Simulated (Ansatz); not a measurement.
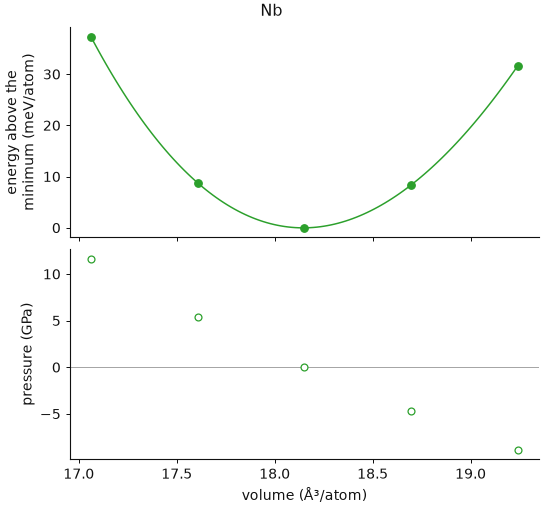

The plot gives the computed energy above the minimum and pressure against volume for Nb, space group Im-3m (No. 229).

Cell as given: a = 2.868 Å, b = 2.868 Å, c = 2.868 Å, α = 109.47°, β = 109.47°, γ = 109.47°; 1 atom.

Calculation (Ansatz 0.2.0): third-order Birch-Murnaghan fit to density functional energies at scaled volumes of the given relaxed cell, shape and atoms relaxed at each volume; energies count from the fitted minimum; plane waves with PAW datasets, Γ-centred k mesh. Level: PBE, no spin polarisation.

- wave cutoff: 420 eV
- k mesh: 18×18×18
- occupations: Gaussian
- smearing width: 0.1 eV

Question: What equilibrium volume and bulk modulus follow from the curve?

Answer: A third-order Birch–Murnaghan fit gives V0 = 18.15 Å³/atom, B0 = 168 GPa and B′ = 3.7.

Question: What does the pressure do across the range?

Answer: It falls from 11.63 GPa at volume 17.062 Å³/atom to −8.87 GPa at 19.240 Å³/atom, and changes sign near 18.15 Å³/atom.
